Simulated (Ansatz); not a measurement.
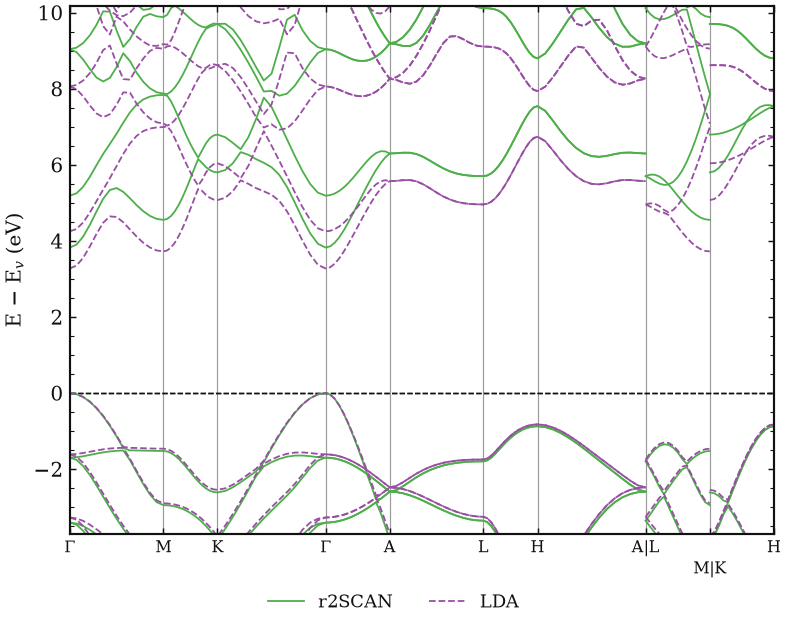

Band structures of AlN, space group P6_3/mmc (No. 194), 4 atoms in the cell (a = 3.312 Å, c = 4.188 Å (hexagonal axes)), by two methods on the same cell. Each is counted from its own valence-band top.

### What changes from one method to the other?

r2SCAN gives a gap of 3.83 eV along the path and LDA gives a gap of 3.28 eV along the path. Over the top 3 filled bands the two differ by 0.07 eV on average.

Settings. r2SCAN: Ansatz PAW, no spin polarisation, no spin-orbit coupling, 9×9×7 k mesh, 500 eV cutoff, Fermi-Dirac smearing of 0.05 eV (Ansatz). LDA: Ansatz PAW, no spin polarisation, no spin-orbit coupling, 9×9×7 k mesh, 420 eV cutoff, Fermi-Dirac smearing of 0.05 eV (Ansatz).

The cell is at −5 GPa in r2SCAN and −9 GPa in LDA. The PAW data sets were made with another functional. LDA, GGA and most meta-GGA functionals understate gaps. The usual form of AlN is wurtzite.
